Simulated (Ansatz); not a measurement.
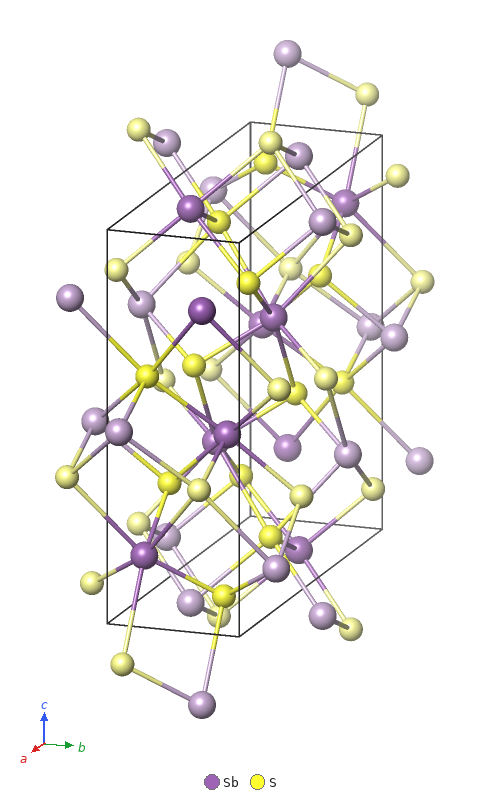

Structure drawing (ball-and-stick), viewed slightly off an axis. Thin lines show the conventional unit cell, with boundary atoms drawn in all their periodic places. Atoms of adjacent cells appear where they bond to atoms in the box, in fainter colours.

Sb₂S₃, space group Pnma (No. 62), a = 11.474 Å, b = 3.842 Å, c = 11.206 Å, α = 90.00°, β = 90.00°, γ = 90.00°. Provenance: a structure listed in the Materials Project. Earlier steps of the study may have refined or changed the cell and positions. It was run through Ansatz as a DFT input.

This one geometry was computed with Ansatz (DFT, plane waves, PAW) at five levels of theory: PBE with spin-orbit coupling, HSE06, PBE0, PBE and r2SCAN.

### Which level gives the highest pressure at this volume, and what does that say about its equilibrium volume?

Highest: PBE with spin-orbit coupling (2.2 GPa) and PBE (2.1 GPa), which points to the largest equilibrium volume. Lowest, with the smallest volume: HSE06 (-0.1 GPa) and PBE0 (-0.2 GPa). Levels within 0.5 GPa of each other can't be told apart.

### How does the band gap change with the level of theory?

PBE with spin-orbit coupling: a gap of 1.26 eV, indirect; PBE: a gap of 1.31 eV, indirect; r2SCAN: a gap of 1.50 eV, indirect; HSE06: a gap of 1.82 eV, indirect; PBE0: a gap of 2.44 eV, indirect.

### Collect the results in a table.

| level | cutoff (eV) | k-mesh of the run's cell | gap (eV) | pressure (GPa) |
| --- | --- | --- | --- | --- |
| PBE with spin-orbit coupling | 420 | 2×6×2 | 1.26 | 2.2 |
| HSE06 | 420 | 2×4×2 | 1.82 | -0.1 |
| PBE0 | 420 | 2×4×2 | 2.44 | -0.2 |
| PBE | 420 | 2×6×2 | 1.31 | 2.1 |
| r2SCAN | 500 | 2×6×2 | 1.50 | 0.8 |

Gaps are taken on the k-mesh or band path of each run.
